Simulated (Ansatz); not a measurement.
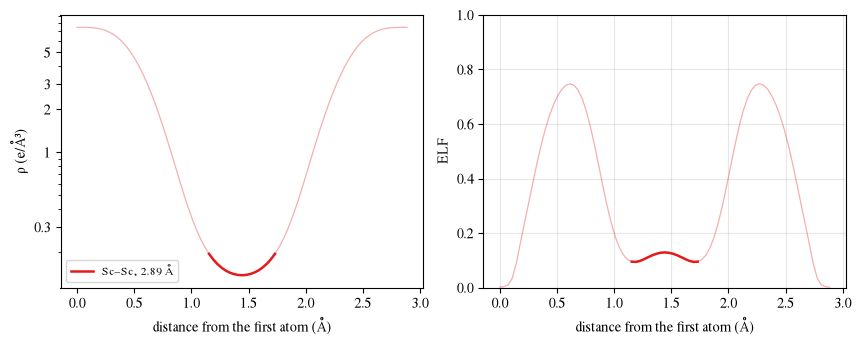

Sc. Valence electron density and electron localisation function along straight lines between neighbouring atoms. Thin, pale parts lie inside the atomic spheres.

Space group Fd-3m; set up as Sc, diamond; a generated structure, not necessarily the stable one; changed on purpose from its base cell (volume × 0.92).

These are results of Ansatz, DFT, RPBE, plane waves (420 eV) with PAW, scalar-relativistic, not measurements.

The density is the valence pseudo-density of a PAW calculation; it isn't the true density close to the nuclei.

### What can be read from the curves?

Sc–Sc (2.89 Å): ρ at the midpoint is about 0.14 e/Å³; the ELF is about 0.15 at the midpoint; no shared electron pair shows on this line.
